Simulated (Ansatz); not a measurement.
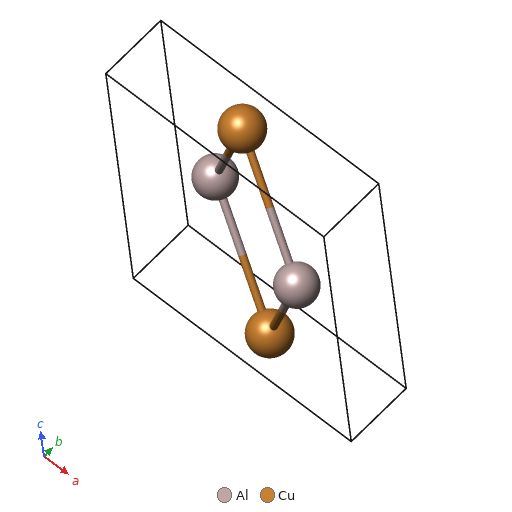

System: Al₂Cu, space group Fm-3m (No. 225). The picture shows the cell.

Structure:
```
CELL_PARAMETERS angstrom
-2.02507 2.02507 2.86389
2.02507 -2.02507 2.86389
2.02507 2.02507 -2.86389
ATOMIC_POSITIONS crystal
Al 0.75000 0.25000 0.50000
Al 0.25000 0.75000 0.50000
Cu 0.50000 0.50000 0.00000
```

One of the inputs:
```
crystal:
  lattice:
    - [-2.0250726938, 2.0250726938, 2.8638889856]
    - [2.0250726938, -2.0250726938, 2.8638889856]
    - [2.0250726938, 2.0250726938, -2.8638889856]
  atoms:
    - { symbol: Al, position: [0.75, 0.25, 0.5] }
    - { symbol: Al, position: [0.25, 0.75, 0.5] }
    - { symbol: Cu, position: [0.5, 0.5, 0.0] }
basis:
  ecutwfc: 420
kpoints:
  mp_grid: { grid: [14, 14, 14] }
hamiltonian:
  xc: pbesol
scf:
  occupations: { method: fermi_dirac, width: 0.15 }
output:
  eigenvalues: true
phonons:
  method: dfpt
  eigenvectors: true
```

Run as:
```bash
ansatz run input.yaml --threads 1 --pin off --max-ram 3072MiB --backend cpu --events-out ev --progress --plain --runs-dir out
```

Calculation (Ansatz 0.2.0): mode Grüneisen parameters, minus d ln(frequency) over d ln(volume), from cells at 0.98 and 1.02 times the rest volume with shape and atoms relaxed, modes matched by rank; plane waves with PAW datasets, Γ-centred k mesh. Level: PBEsol, no spin polarisation.

wave cutoff 420 eV; k mesh 14×14×14; occupations Fermi–Dirac; smearing width 0.15 eV; phonon method linear response; q mesh 1×1×1.

Predict the mode Grüneisen parameters against frequency.

They run from 1.80 to 1.90; none is negative, so every mode shown stiffens under compression.

```tsv
at	frequency (cm⁻¹)	γ
(0 0 0)	265.2	1.80
(0 0 0)	265.2	1.80
(0 0 0)	265.2	1.80
(0 0 0)	287.1	1.90
(0 0 0)	287.1	1.90
(0 0 0)	287.1	1.90
```

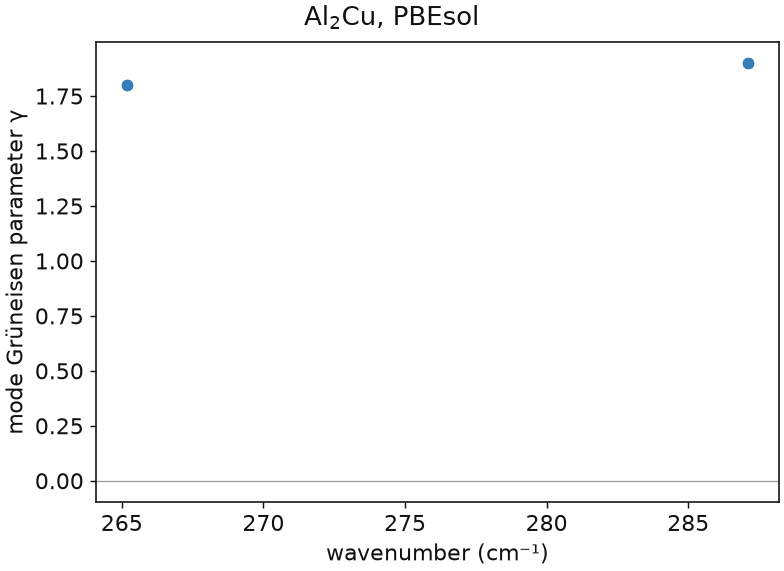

Note: metal sensitive to the k mesh; structure snapped to symmetry.
